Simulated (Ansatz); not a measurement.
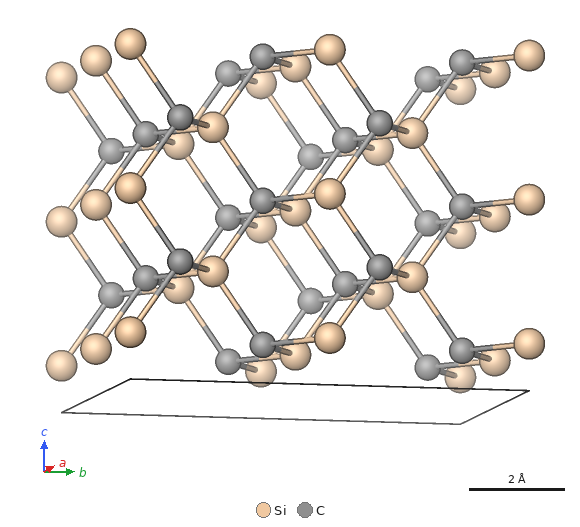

Starting structure of a slab of composition SiC (cut from the F-43m phase). A ball-and-stick model of the cell of the calculation, outlined in the plane, without the vacuum (origin shifted), seen from a free direction.

Case: clean slab, lower planes held. The slab is the (1 1 0) face of SiC. 16 atoms are held fixed.

Method: Ansatz 0.2.0, DFT PBE+D3(BJ), scalar-relativistic, plane waves, PAW.

Input
```yaml
crystal:
  lattice:
    - [6.1499993419, 0.0, 0.0]
    - [0.0, 8.697412478, 0.0]
    - [0.0, 0.0, 22.1499993419]
  atoms:
    - { symbol: Si, position: [0.25, 0.75, 0.3611738256] }
    - { symbol: Si, position: [0.25, 0.25, 0.3611738256] }
    - { symbol: Si, position: [0.75, 0.75, 0.3611738256] }
    - { symbol: Si, position: [0.75, 0.25, 0.3611738256] }
    - { symbol: C, position: [0.5, 0.125, 0.3611738256] }
    - { symbol: C, position: [0.5, 0.625, 0.3611738256] }
    - { symbol: C, position: [0.0, 0.125, 0.3611738256] }
    - { symbol: C, position: [0.0, 0.625, 0.3611738256] }
    - { symbol: Si, position: [0.5, 0.5, 0.4305869128] }
    - { symbol: Si, position: [0.5, 0.0, 0.4305869128] }
    - { symbol: Si, position: [0.0, 0.5, 0.4305869128] }
    - { symbol: Si, position: [0.0, 0.0, 0.4305869128] }
    - { symbol: C, position: [0.75, 0.875, 0.4305869128] }
    - { symbol: C, position: [0.75, 0.375, 0.4305869128] }
    - { symbol: C, position: [0.25, 0.875, 0.4305869128] }
    - { symbol: C, position: [0.25, 0.375, 0.4305869128] }
    - { symbol: Si, position: [0.75, 0.25, 0.5] }
    - { symbol: Si, position: [0.75, 0.75, 0.5] }
    - { symbol: Si, position: [0.25, 0.25, 0.5] }
    - { symbol: Si, position: [0.25, 0.75, 0.5] }
    - { symbol: C, position: [0.0, 0.625, 0.5] }
    - { symbol: C, position: [0.0, 0.125, 0.5] }
    - { symbol: C, position: [0.5, 0.625, 0.5] }
    - { symbol: C, position: [0.5, 0.125, 0.5] }
    - { symbol: Si, position: [0.0, 0.0, 0.5694130872] }
    - { symbol: Si, position: [0.0, 0.5, 0.5694130872] }
    - { symbol: Si, position: [0.5, 0.0, 0.5694130872] }
    - { symbol: Si, position: [0.5, 0.5, 0.5694130872] }
    - { symbol: C, position: [0.25, 0.375, 0.5694130872] }
    - { symbol: C, position: [0.25, 0.875, 0.5694130872] }
    - { symbol: C, position: [0.75, 0.375, 0.5694130872] }
    - { symbol: C, position: [0.75, 0.875, 0.5694130872] }
    - { symbol: Si, position: [0.25, 0.75, 0.6388261744] }
    - { symbol: Si, position: [0.25, 0.25, 0.6388261744] }
    - { symbol: Si, position: [0.75, 0.75, 0.6388261744] }
    - { symbol: Si, position: [0.75, 0.25, 0.6388261744] }
    - { symbol: C, position: [0.5, 0.125, 0.6388261744] }
    - { symbol: C, position: [0.5, 0.625, 0.6388261744] }
    - { symbol: C, position: [0.0, 0.125, 0.6388261744] }
    - { symbol: C, position: [0.0, 0.625, 0.6388261744] }
basis:
  ecutwfc: 420
kpoints:
  mp_grid: { grid: [3, 2, 1] }
hamiltonian:
  xc: pbe
  dispersion: d3bj
scf:
  occupations: { method: gaussian, width: 0.05 }
output:
  forces: true
  eigenvalues: true
  write_density: true
  write_potential: true
  elf: true
  volumetric_format: npy
relax:
  adjacent_minimum: "off"
  f_tol: 0.03
  max_steps: 70
  constraints: [{ sites: [0, 1, 2, 3, 4, 5, 6, 7, 8, 9, 10, 11, 12, 13, 14, 15] }]
efield:
  axis: 3
  dipole_correction: true
  ramp_width: 0.04
```

Launched with:
```bash
ansatz run input.yaml --threads 4 --pin off --max-ram 10240MiB --backend cpu --events-out ev --progress --plain --runs-dir out
```

**What does the optimiser find from here?**

The largest moves, 0.33 Å, are those of Si33, Si34, Si35 and Si36. Si34 goes at 45° to the normal (−c side). By element the largest moves are Si 0.33 Å, C 0.03 Å. The cell doesn't change. Some distances before and after: Si33–C38 1.883 → 1.778 Å, Si17–C31 1.883 → 1.929 Å, C29–Si34 1.883 → 1.850 Å, C21–Si26 1.883 → 1.912 Å. Among the angles between lasting bonds that change: Si17–C31–Si36 109.5° → 98.4°, C37–Si34–C39 109.5° → 119.7°, Si34–C37–Si36 109.5° → 119.7°. The energy falls by 2.503 eV per cell of the calculation in 4 accepted moves (5 points after the start). Largest force component: 2.8 eV/Å at the start, 0.017 eV/Å at the end. 1 step only repeated the SCF at the same geometry.

Step by step:

```tsv
step	E − E(0), meV/atom	largest force component, eV/Å	note
0	0.00	2.8341	
1	-45.77	1.6282	
2	-59.83	0.4854	
3	-61.87	0.4294	
4	-62.57	0.0167	
5	-62.57	0.0168	same geometry, SCF repeated
```

The end point in the same view:

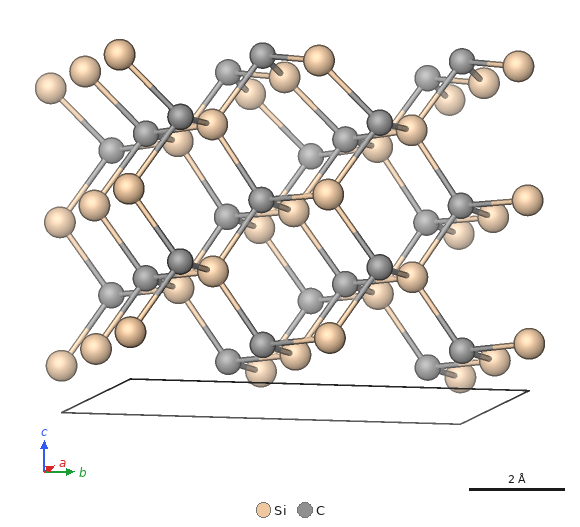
